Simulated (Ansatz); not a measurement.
## Two runs on Cu

System: Cu (1 atom in the cell).
Method of the first run: DFT, PBE, dispersion d3bj, plane waves, PAW, PAW set soft_1, no spin polarisation (Ansatz 0.2.0).

The structure derives from an entry of the Crystallography Open Database. Text and figures count atoms from 1; the logs count them from 0 in places.

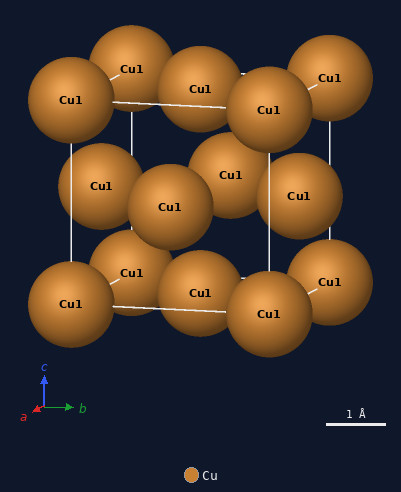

Fig. 1: The structure as given in the input (spheres-only view of the cell 4 times as large as that of the calculation, set on its symmetry axes, seen slightly off an axis; atoms are numbered from 1 in the order of the input). An atom can appear more than once, as a periodic image.

The input, the first run:
```yaml
crystal:
  lattice:
    - [0.0, 1.7811414531, 1.7811414531]
    - [1.7811414531, 0.0, 1.7811414531]
    - [1.7811414531, 1.7811414531, 0.0]
  atoms:
    - { symbol: Cu, position: [0.0, 0.0, 0.0] }
basis:
  ecutwfc: 420
kpoints:
  mp_grid: { grid: [20, 20, 20] }
hamiltonian:
  xc: pbe
  pseudopotentials: { kind: paw, azcp: { folder: soft_1 } }
  dispersion: d3bj
scf:
  occupations: { method: gaussian, width: 0.1 }
  convergence: { dr2_threshold: 1.0e-09 }
output:
  forces: true
  eigenvalues: true
  stress: true
```

Command:
```bash
ansatz run input.yaml --threads 4 --pin off --max-ram 12288MiB --backend cpu --events-out ev --progress --plain --runs-dir out
```

Hardware: 4 threads of Arm Neoverse V2, 24 GiB of memory available, shared host.

Output, shortened to warnings, some set-up lines, iterations and results (the first run):
```
Warning: output.stress: scf.convergence.dr2_threshold = 1e-9 eV is looser than the 1e-10 eV advised for a printed stress (1e-10 eV for each atom of the cell: 1). What an SCF threshold leaves in a stress goes as its square root, and in the free energy as the threshold itself, and one threshold admits the most on a small cell: of the crystals measured, under no hybrid functional and no lock of the …
Basis set: ecut = 420 eV, 229 PW (Γ), exchange–correlation on 36×36×36 points (8 copies of the dense FFT grid, shifted against one another)
Symmetry: 48 space group operations
k-points: 256 of 8000
Initial density: superposition of atomic densities (chi_scale 0.1, normalization cell)
[...]
SCF iter   1: F=—  HF=-6626.710476 eV  |F-HF|=—  |Δ(HF+E_count)|=         —  Δρ=2.74e-1  dr2=5.02e0  ethr=3.10e-3  ⟨swp⟩=5.0  Hψ=17470  notcnv=0
SCF iter   2: F=—  HF=-6625.793411 eV  |F-HF|=—  |Δ(HF+E_count)|=   9.17e-1  Δρ=3.08e-2  dr2=8.30e-2  ethr=3.10e-3  ⟨swp⟩=2.8  Hψ=8930  notcnv=0  defer=90
SCF iter   3: F=—  HF=-6625.781431 eV  |F-HF|=—  |Δ(HF+E_count)|=   1.20e-2  Δρ=1.89e-2  dr2=2.78e-2  ethr=4.37e-4  ⟨swp⟩=1.3  Hψ=4931  notcnv=0  defer=90
SCF iter   4: F=—  HF=-6625.778458 eV  |F-HF|=—  |Δ(HF+E_count)|=   2.97e-3  Δρ=1.06e-3  dr2=5.94e-5  ethr=1.46e-4  ⟨swp⟩=1.0  Hψ=3481  notcnv=0  defer=90
SCF iter   5: F=—  HF=-6625.778508 eV  |F-HF|=—  |Δ(HF+E_count)|=   4.98e-5  Δρ=9.87e-5  dr2=2.49e-7  ethr=3.13e-7  ⟨swp⟩=2.0  Hψ=4838  notcnv=0  defer=90
SCF iter   6: F=—  HF=-6625.778508 eV  |F-HF|=—  |Δ(HF+E_count)|=   1.32e-7  Δρ=3.68e-5  dr2=1.01e-7  ethr=1.31e-9  ⟨swp⟩=2.0  Hψ=5929  notcnv=0  defer=90
SCF iter   7: F=-6625.778508 eV  HF=-6625.778508 eV  |F-HF|=7.37e-11  |Δ(HF+E_count)|=   1.96e-8  Δρ=9.11e-7  dr2=4.95e-11  ethr=5.26e-12  ⟨swp⟩=4.5  Hψ=14120  notcnv=0
SCF 1 converged in 7 iterations: F = -6625.778508 eV  dr2 = 4.95e-11
SCF converged after 7 iterations
Free energy (F): -6625.778508 eV
Harris-Foulkes:  -6625.778508 eV  (|F-HF|=7.37e-11)
Internal energy: -6625.777197 eV  (E = F + TS)
E sigma→0 (E₀):  -6625.777852 eV
Entropy (-TS):   -0.001310 eV (-1.310 meV/atom)
Fermi energy:    17.283716 eV
--- Per-component energies (eV) ---
  E_band       = -351.506423
  E_kinetic    = 262.683190
  E_local      = -4422.642463  (includes V_loc(G=0)·N_el)
  E_nonlocal   = 889.298494
  E_hartree    = 1874.768235
  E_xc         = -69.434221
  E_vxc        = -89.685127  (∫ρ·V_xc dr)
  E_paw        = -1814.603920  (= ΣΔE_a)
  E_vpaw       = -740.697203  (= ΣTr[D̂ρ^β])
  E_aug_tail   = 0.000825  (compensation charges beyond the density's cutoff)
  E_ewald      = -3345.236868
  E_disp       = -0.610469  (pairwise vdW)
  E_smearing   = -0.001310  (= −TS)
  E_closure    = 0.000000  (closes the sum)
  Σ components = -6625.778508   (vs F -6625.778508, Δ=0.00e0)
--- Forces (eV/Å), atoms counted from 1 ---
  atom   1  Cu    -0.00000000     0.00000000    -0.00000000
  max |Σ_I F_I| component: 1.89e-31 eV/Å
--- Stress (GPa, compression-positive) ---
        0.031848       0.000000      -0.000000
        0.000000       0.031848      -0.000000
        0.000000       0.000000       0.031848
  P = ⅓ Tr σ = 0.0318 GPa (0.318 kbar)
```

For the second run the input was changed thus:
```diff
-    - [0.0, 1.7811414531, 1.7811414531]
-    - [1.7811414531, 0.0, 1.7811414531]
-    - [1.7811414531, 1.7811414531, 0.0]
+    - [0.0, 1.8075, 1.8075]
+    - [1.8075, 0.0, 1.8075]
+    - [1.8075, 1.8075, 0.0]
-  mp_grid: { grid: [20, 20, 20] }
+  mp_grid: { grid: [8, 8, 8] }
-  convergence: { dr2_threshold: 1.0e-09 }
```

Predict how the results change.

With the same functional and potentials, the second run lies 43.1 meV per atom higher (other lines of the input change too). The pressure goes from 0.03 to −5.72 GPa. The volume per atom goes from 11.30 to 11.81 Å³. The number of SCF iterations is the same. The irreducible k-points go from 256 to 29. The plane waves at Γ go from 229 to 259.

Output, shortened to warnings, some set-up lines, iterations and results (the second run):
```
Basis set: ecut = 420 eV, 259 PW (Γ), exchange–correlation on 36×36×36 points (8 copies of the dense FFT grid, shifted against one another)
Symmetry: 48 space group operations
k-points: 29 of 512
Initial density: superposition of atomic densities (chi_scale 0.1, normalization cell)
[...]
SCF iter   1: F=—  HF=-6626.650019 eV  |F-HF|=—  |Δ(HF+E_count)|=         —  Δρ=2.69e-1  dr2=5.12e0  ethr=3.10e-3  ⟨swp⟩=4.8  Hψ=1938  notcnv=0
SCF iter   2: F=—  HF=-6625.758387 eV  |F-HF|=—  |Δ(HF+E_count)|=   8.92e-1  Δρ=5.12e-2  dr2=2.17e-1  ethr=3.10e-3  ⟨swp⟩=2.7  Hψ=970  notcnv=0  defer=9
SCF iter   3: F=—  HF=-6625.736974 eV  |F-HF|=—  |Δ(HF+E_count)|=   2.14e-2  Δρ=1.91e-2  dr2=2.85e-2  ethr=1.14e-3  ⟨swp⟩=1.2  Hψ=555  notcnv=0  defer=9
SCF iter   4: F=—  HF=-6625.735343 eV  |F-HF|=—  |Δ(HF+E_count)|=   1.63e-3  Δρ=9.62e-4  dr2=3.22e-5  ethr=1.50e-4  ⟨swp⟩=1.0  Hψ=421  notcnv=0  defer=9
SCF iter   5: F=—  HF=-6625.735429 eV  |F-HF|=—  |Δ(HF+E_count)|=   8.52e-5  Δρ=2.22e-4  dr2=4.15e-6  ethr=1.69e-7  ⟨swp⟩=2.0  Hψ=557  notcnv=0  defer=9
SCF iter   6: F=—  HF=-6625.735426 eV  |F-HF|=—  |Δ(HF+E_count)|=   2.82e-6  Δρ=2.94e-5  dr2=5.54e-8  ethr=5.26e-10  ⟨swp⟩=4.3  Hψ=1624  notcnv=0
SCF iter   7: F=-6625.735426 eV  HF=-6625.735426 eV  |F-HF|=1.09e-11  |Δ(HF+E_count)|=   1.07e-8  Δρ=1.75e-6  dr2=1.96e-10  ethr=2.92e-10  ⟨swp⟩=3.0  Hψ=1058  notcnv=0
SCF 1 converged in 7 iterations: F = -6625.735426 eV  dr2 = 1.96e-10
SCF converged after 7 iterations
Free energy (F): -6625.735426 eV
Harris-Foulkes:  -6625.735426 eV  (|F-HF|=1.09e-11)
Internal energy: -6625.732239 eV  (E = F + TS)
E sigma→0 (E₀):  -6625.733832 eV
Entropy (-TS):   -0.003187 eV (-3.187 meV/atom)
Fermi energy:    16.295345 eV
--- Per-component energies (eV) ---
  E_band       = -367.002704
  E_kinetic    = 261.843710
  E_local      = -4504.713735  (includes V_loc(G=0)·N_el)
  E_nonlocal   = 889.989797
  E_hartree    = 1908.259637
  E_xc         = -69.014593
  E_vxc        = -89.117184  (∫ρ·V_xc dr)
  E_paw        = -1815.061248  (= ΣΔE_a)
  E_vpaw       = -741.524397  (= ΣTr[D̂ρ^β])
  E_aug_tail   = 0.001029  (compensation charges beyond the density's cutoff)
  E_ewald      = -3296.453696
  E_disp       = -0.583139  (pairwise vdW)
  E_smearing   = -0.003187  (= −TS)
  E_closure    = 0.000000  (closes the sum)
  Σ components = -6625.735426   (vs F -6625.735426, Δ=0.00e0)
--- Forces (eV/Å), atoms counted from 1 ---
  atom   1  Cu    -0.00000000     0.00000000     0.00000000
  max |Σ_I F_I| component: 3.70e-32 eV/Å
--- Stress (GPa, compression-positive) ---
       -5.715289       0.000000      -0.000000
        0.000000      -5.715289      -0.000000
       -0.000000       0.000000      -5.715289
  P = ⅓ Tr σ = -5.7153 GPa (-57.153 kbar)
```

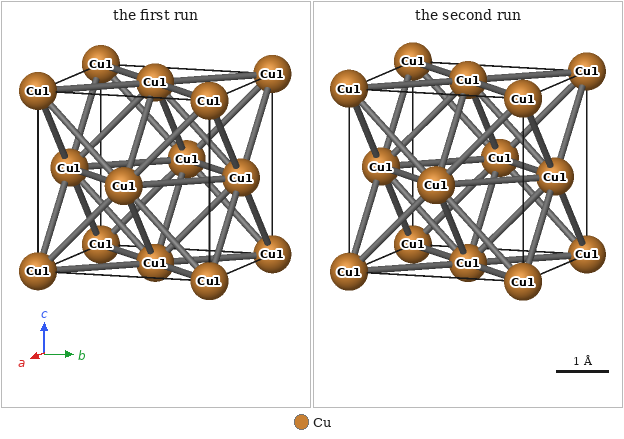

Fig. 2: The two input geometries at one scale (ball-and-stick view of the cell 4 times as large as that of the calculation, set on its symmetry axes, seen slightly off an axis). The atoms keep their places relative to the cell (all moves are under 0.005 Å). The volume changes by +4.5 %, with a = b = c 3.562 → 3.615 Å (+1.5 %). Among the contacts that change: Cu1–Cu1 2.519 → 2.556 Å.

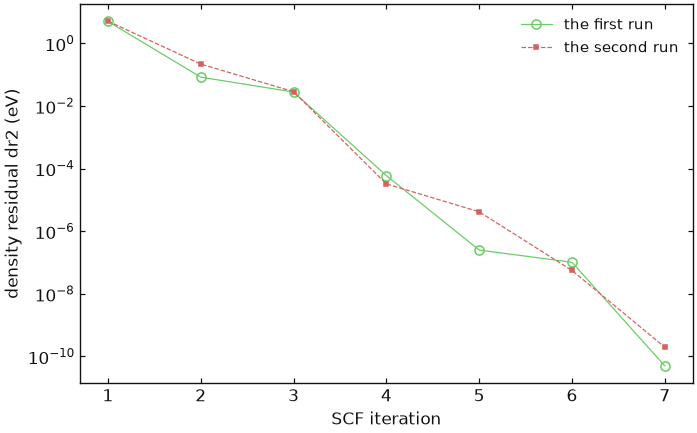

Fig. 3: Convergence of the two runs: density residual dr2 against the SCF iteration. The first run takes 7 iterations in all, and the second run takes 7.

The two runs side by side:

| quantity | the first run | the second run |
| --- | --- | --- |
| outcome | converged | converged |
| free energy per atom (eV) | −6625.7785 | −6625.7354 |
| energy per atom, smearing taken to zero (eV) | −6625.7779 | −6625.7338 |
| gap on the mesh (eV) | 0.00 | 0.00 |
| pressure (GPa) | 0.03 | −5.72 |
| volume per atom (Å³) | 11.30 | 11.81 |
| largest force (eV/Å) | 0.000 | 0.000 |
| SCF iterations | 7 | 7 |
| irreducible k-points | 256 | 29 |
| plane waves at Γ | 229 | 259 |

For the first run: Warnings: the SCF threshold is looser than advised for the printed stress. For the second run: The cell is under a tension of 5.7 GPa at this level, so it is not at its equilibrium volume.
